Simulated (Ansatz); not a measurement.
# Rb: what the electrons do

Space group Pm-3n. This isn't the usual form at ambient conditions. The cell comes from a database of computed structures, not from a measurement.

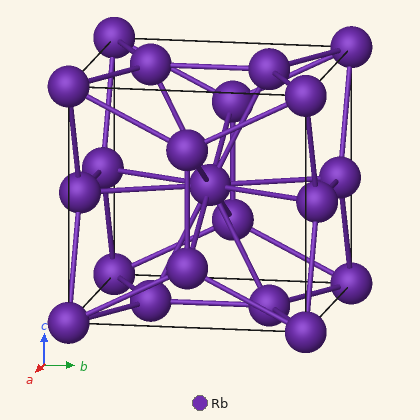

The conventional cell.

The calculation's input:

```
crystal:
  lattice:
    - [9.12750748, 0.0, 0.0]
    - [0.0, 9.12750748, 0.0]
    - [0.0, 0.0, 9.12750748]
  atoms:
    - { symbol: Rb, position: [0.0, 0.0, 0.0] }
    - { symbol: Rb, position: [0.5, 0.25, 0.0] }
    - { symbol: Rb, position: [0.5, 0.75, 0.0] }
    - { symbol: Rb, position: [0.0, 0.5, 0.25] }
    - { symbol: Rb, position: [0.25, 0.0, 0.5] }
    - { symbol: Rb, position: [0.75, 0.0, 0.5] }
    - { symbol: Rb, position: [0.5, 0.5, 0.5] }
    - { symbol: Rb, position: [0.0, 0.5, 0.75] }
basis:
  ecutwfc: 420
  fft_grid_basis: typed
kpoints:
  mp_grid: { grid: [4, 4, 4] }
hamiltonian:
  xc: pbe
  pseudopotentials: { kind: paw }
scf:
  occupations: { method: gaussian, width: 0.05 }
output:
  forces: true
  stress: true
  eigenvalues: true
  bader: true
  write_density: true
  volumetric_format: npy
  elf: true
```

Command:

```sh
ansatz run input.yaml --threads 2 --pin off --max-ram 4096MiB --backend cpu --events-out ev --progress --plain --runs-dir out
```

The picture shows the conventional cell (a = 9.13 Å, b = 9.13 Å, c = 9.13 Å, α = 90.00°, β = 90.00°, γ = 90.00°).

All numbers below come from DFT PBE, scalar-relativistic, plane waves, PAW in Ansatz.

Core electrons are frozen (PAW), so the maps are meaningful between the atoms, not at the nuclei.

Part 1: Bonding charge

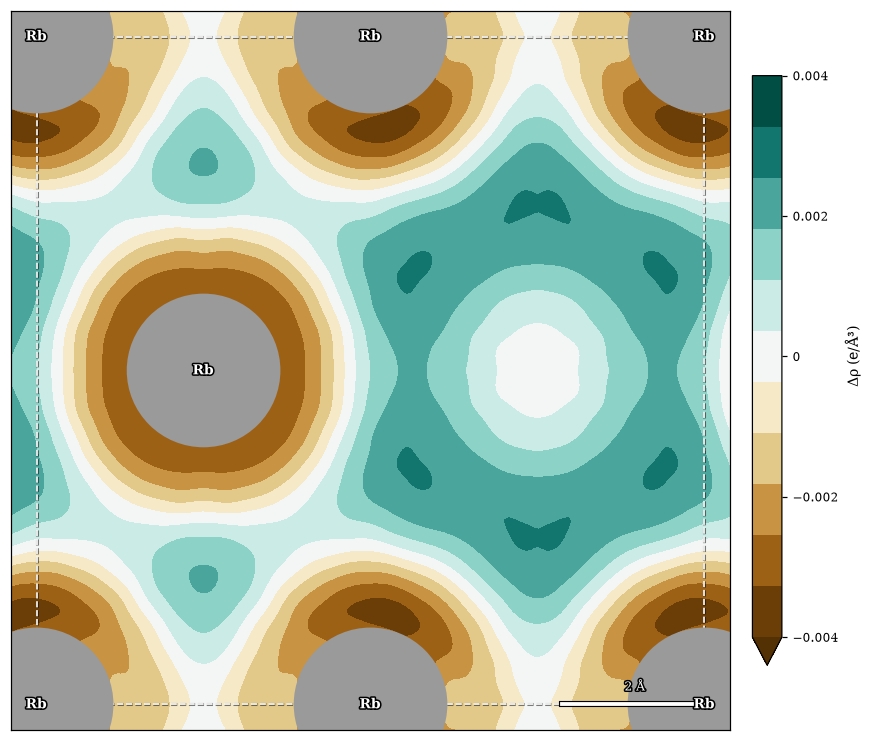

Density of the crystal less the sum of free-atom densities: a map on the (100) plane of the conventional cell, with grey discs over the atomic cores. Cores are masked to 1.0 Å (Rb).

Describe the bonding charge.

Over the whole cell, outside the masked cores, the largest gain, 0.003 e/Å³, lies 3.0 Å from a rubidium nucleus, and the largest loss, 0.004 e/Å³, lies 1.3 Å from a rubidium nucleus. In all about 0.07 e an atom is rearranged against the free atoms.

Part 2: States by energy

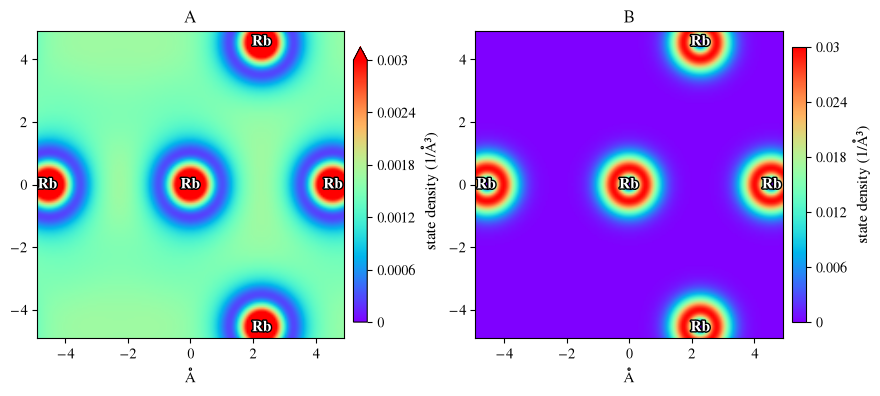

Rb: densities of the states in two energy windows, on the (001) plane of the conventional cell.

The windows, about the Fermi level, are −13.16 to −12.96 eV and −1.2 to 0.0 eV. Which panel shows which?

Panel A: −1.2 to 0.0 eV, the filled states just under the Fermi level, mainly Rb 5s (over 95 %).
Panel B: −13.16 to −12.96 eV, a separate group of bands (semicore or deep states), mainly Rb 4p (over 95 %).
The characters are Löwdin shares on a minimal set of atomic orbitals.

Part 3: Change of volume

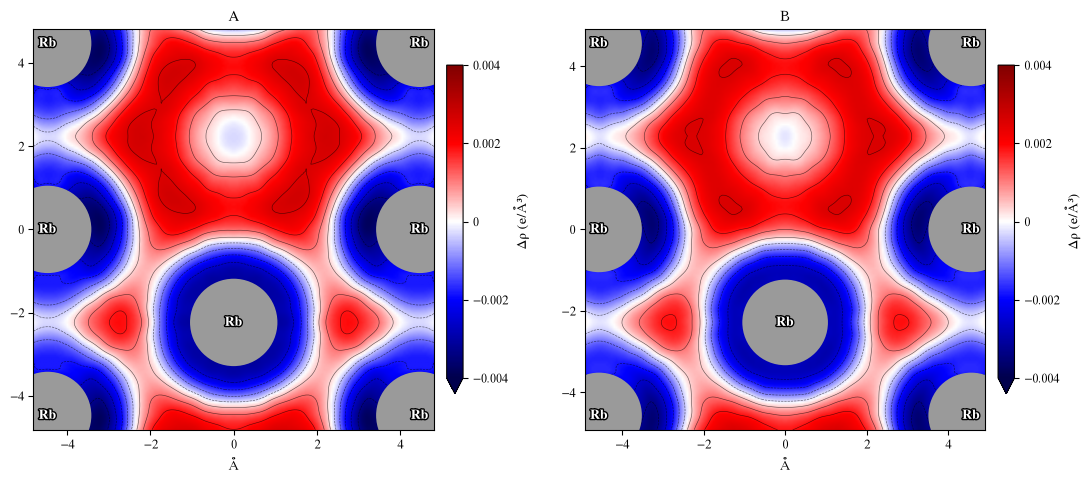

Rb: deformation density on the (010) plane of the conventional cell at two volumes, with the same fractional coordinates and one colour scale. Grey discs cover the cores. Panel A has 94 % of the volume of panel B.

How do bonds, bonding charge and pressure respond to this change of volume?

The pressure is −0.1 GPa in B and 0.1 GPa in A.
The rearranged charge is 0.07 e an atom in B and 0.07 e in A.

Part 4: Moving an atom

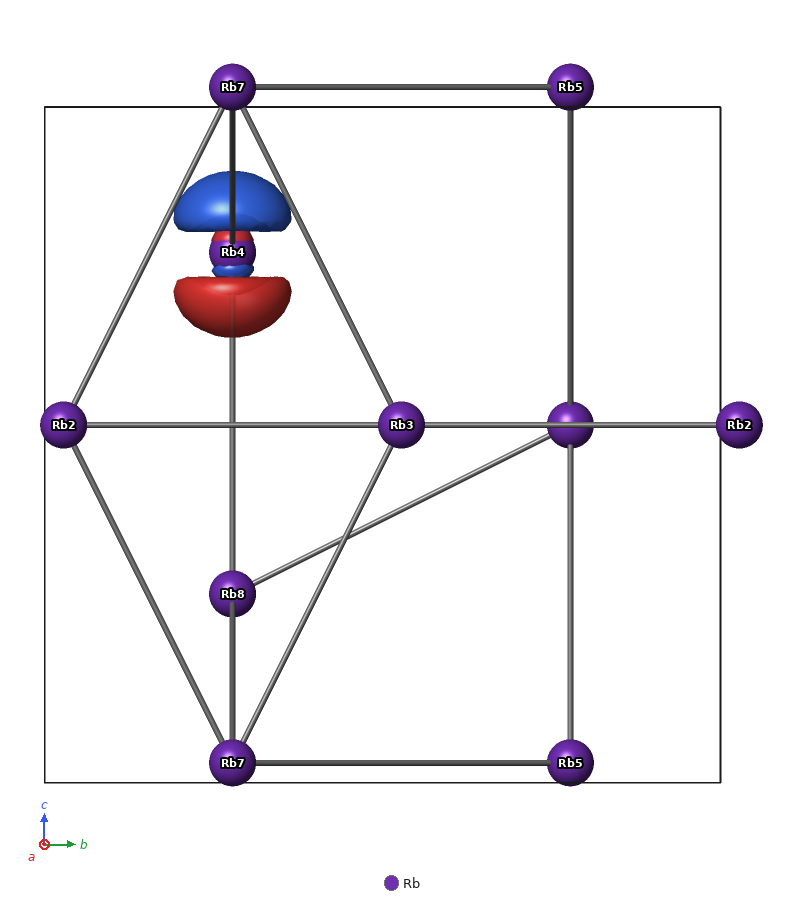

Rb: one atom of the 8-atom cell (and its periodic copies) was moved a little. Density after less density before, blue at +0.08 and red at −0.08 e/Å³, seen along the a axis; cell a = 9.13 Å, b = 9.13 Å, c = 9.13 Å, α = 90.00°, β = 90.00°, γ = 90.00°. The lobes lie largely inside the PAW sphere, where the density is a smoothed one.

Which atom moved, and which way?

Rb4 moved towards the blue lobe, upwards in the picture. In the run the shift was 0.05 Å along [0 0 1] in the axes of the cell drawn.

How much does the computed force on the atom change?

The force on it changes by 0.03 eV/Å along the move, against it: a stiffness of about 0.54 eV/Å² for this sublattice shift.

Run times: 45 s (base cell), 27 s (state densities), 43 s (scaled cell) and 77 s (moved atom), on 2 threads of Arm Neoverse N1, on a shared host.
